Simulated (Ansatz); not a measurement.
Cell and atoms:

```
CELL_PARAMETERS angstrom
4.66894 0.00000 0.00000
0.00000 4.66894 0.00000
0.00000 0.00000 3.40470
ATOMIC_POSITIONS crystal
Sn 0.50000 0.50000 0.50000
Sn 0.00000 0.00000 0.00000
O 0.30798 0.30798 0.00000
O 0.80798 0.19202 0.50000
O 0.19202 0.80798 0.50000
O 0.69202 0.69202 0.00000
```

### Summarise the structure in words.

Composition: SnO2. Space group: P4_2/mnm (No. 136). Lattice: primitive tetragonal. It belongs to the family called rutile. One cell contains 2 Sn, 4 O, 6 atoms in all. Sn is linked to six O in a distorted octahedral arrangement at 2.03 to 2.12 Å. O is linked to three Sn at 2.03 to 2.12 Å. The bonds build a three-dimensional framework.

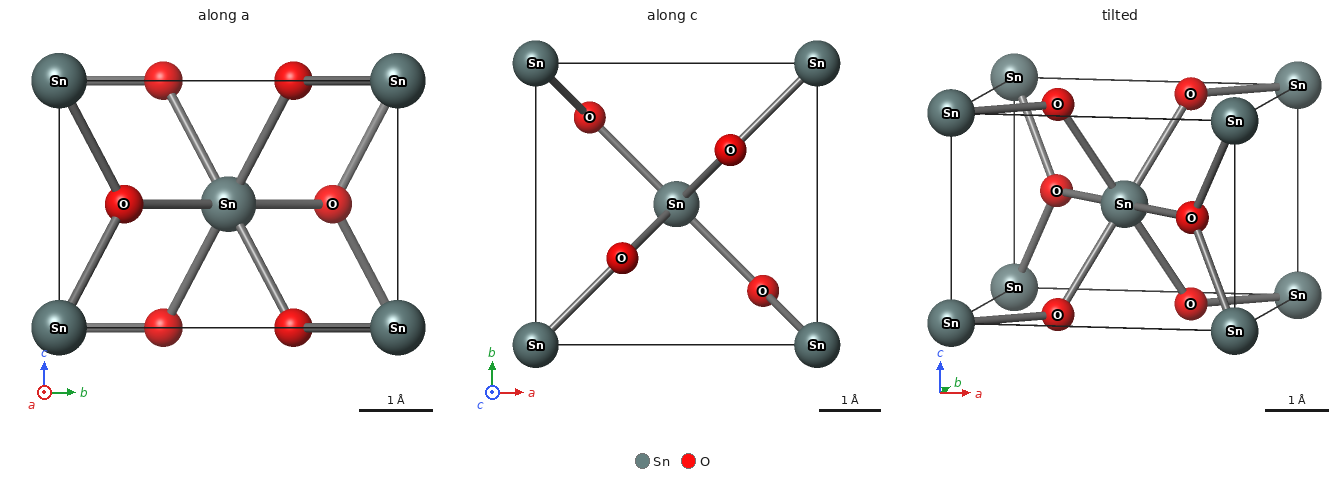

A ball-and-stick rendering, viewed along the a axis, along the c axis and slightly off an axis. The conventional unit cell is outlined; an atom on or near a face, edge or corner is repeated at each equivalent position.

The structure was taken from a structure listed in the Materials Project. It was relaxed with DFT PBEsol, scalar-relativistic, plane waves, PAW (Ansatz) under a constraint or pressure on the cell, so some stress remains.

At this level of theory the cell isn't at rest (stretched, at -5 GPa), so its distances can differ from those at equilibrium, the more so the softer the solid.
